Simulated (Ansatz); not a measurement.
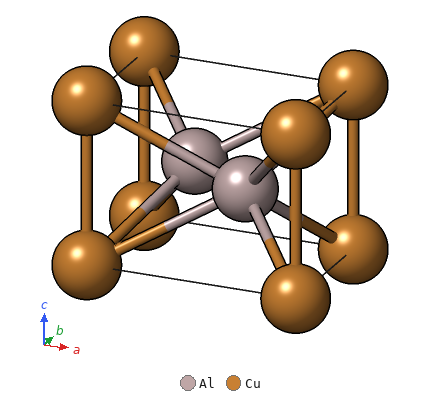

Al₂Cu (P6/mmm, No. 191): the geometry relaxed with Ansatz 0.2.0, DFT r2SCAN, scalar-relativistic, plane waves, PAW; the starting structure was generated, so it need not be a known form of this composition.

```cif
data_structure
_symmetry_space_group_name_H-M 'P6/mmm'
_symmetry_Int_Tables_number 191
_cell_length_a 4.4488
_cell_length_b 4.4488
_cell_length_c 2.6477
_cell_angle_alpha 90.000
_cell_angle_beta 90.000
_cell_angle_gamma 120.000
_cell_volume 45.38
loop_
_atom_site_label
_atom_site_type_symbol
_atom_site_symmetry_multiplicity
_atom_site_Wyckoff_symbol
_atom_site_fract_x
_atom_site_fract_y
_atom_site_fract_z
_atom_site_occupancy
Al1 Al 2 d 0.33333 0.66667 0.50000 1
Cu1 Cu 1 a 0.00000 0.00000 0.00000 1
```

### What will a dark-field STEM-like image along [101] show? Simulation: incoherent imaging, intensity Z^1.6 per atom, probe width 0.76 Å, thin sample. The display is stretched by a gamma of 0.8; percentages refer to the linear signal. Shot noise and a slight drift were added.

The columns repeat on a centred rectangular net of 2.28 × 7.71 Å (plane group c2mm). The brightest columns hold 1 Cu per repeat; in falling brightness follow 1 Al (about 30 %). Brightness is counted from the darkest point of the image. The closest visible columns (Al and Cu) are 1.28 Å apart in projection. Along the beam the structure repeats every 5.18 Å.

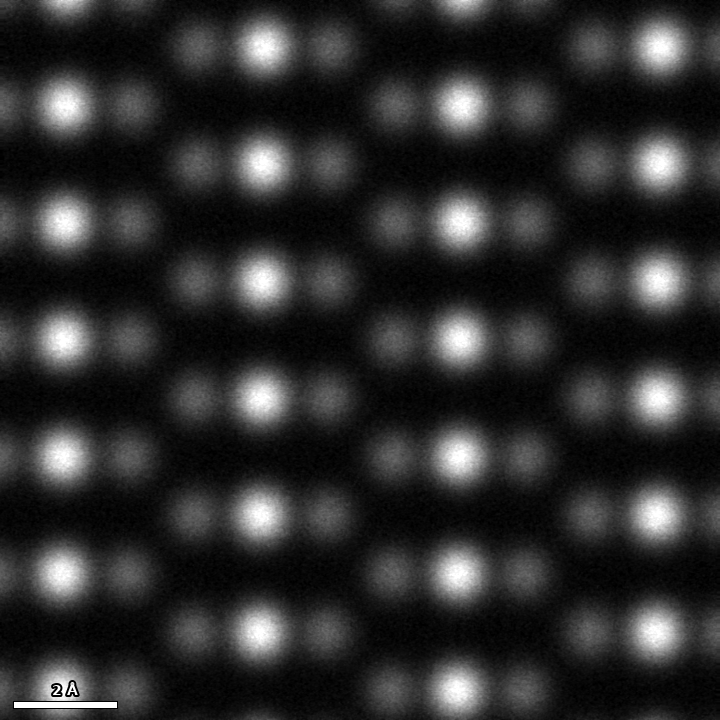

The simulated image.
